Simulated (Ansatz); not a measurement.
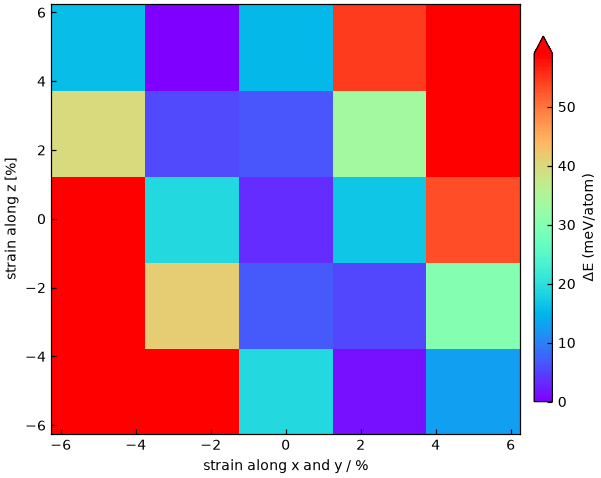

Energy landscape of Ag (Im-3m, No. 229; 1 atom in the cell). 
- The cell is strained homogeneously, by one strain along x and y and another along z, with fractional coordinates fixed (x, y and z along the cube axes).
- Coordinates scanned: (1) strain along x and y; (2) strain along z.
- Grid: 5 × 5 points.
- Points are written as (first, second).
- Energies are in meV/atom, from the lowest grid point.
- Method: Ansatz, DFT PBEsol, scalar-relativistic, plane waves, PAW. Settings: cutoff 420 eV, k-mesh 26×26×26, gaussian smearing 0.15 eV, no spin polarisation.

The picture shows one coloured cell a grid point, one colour for all values above the top of the scale. 

> Describe this landscape.

The lowest grid point is at (−2.5 %, 5.0 %). It lies at the edge of the scanned range, so the true minimum may lie outside. Other grid points that lie below all their neighbours: (0.0 %, 0.0 %) (3.4 meV/atom higher). The energy also falls towards the edge at (2.5 %, −5.0 %) (1.4 meV/atom above the lowest), where a further well may lie outside the range. The highest grid point, (−5.0 %, −5.0 %), lies 176 meV/atom above the lowest.
